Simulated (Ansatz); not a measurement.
## Geometry relaxation of MoS2 (part 3 of 3)

The same run, continued: MoS2 (P6₃/mmc, 6 atoms in the cell); DFT PBE, scalar-relativistic, plane waves, PAW, no spin polarisation (Ansatz 0.2.0); cutoff 420 eV, 12×12×2 k-mesh, Gaussian smearing of 0.02 eV. The structure derives from a Materials Project entry.

Geometry of the input (Å; fractional positions):
```
3.1922  0.0000  0.0000
-1.5961  2.7646  0.0000
0.0000  0.0000  13.3783
Mo 0.6667  0.3333  0.2500
Mo 0.3333  0.6667  0.7500
S  0.6667  0.3333  0.6331
S  0.3333  0.6667  0.3669
S  0.6667  0.3333  0.8669
S  0.3333  0.6667  0.1331
```

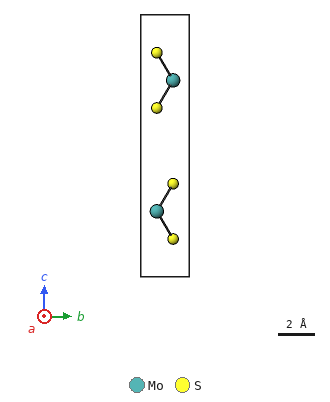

Fig. 1: The geometry at step 11 of the log (ball-and-stick view of the cell of the calculation, along the a axis).

Trajectory as extended XYZ, continued:
```
6
Lattice="3.1851 0.0000 0.0000 -1.5925 2.7584 0.0000 0.0000 0.0000 14.8080" Properties=species:S:1:pos:R:3:forces:R:3 step=11 energy=-13525.64129 pressure_GPa=0.00
Mo    1.5925    0.9194    3.7020    0.0000   0.0000   0.0000
Mo    0.0000    1.8389   11.1060    0.0000   0.0000   0.0000
S     1.5925    0.9194    9.5435    0.0000   0.0000  -0.0015
S     0.0000    1.8389    5.2645    0.0000   0.0000   0.0015
S     1.5925    0.9194   12.6685    0.0000   0.0000   0.0015
S     0.0000    1.8389    2.1395    0.0000   0.0000  -0.0015
```
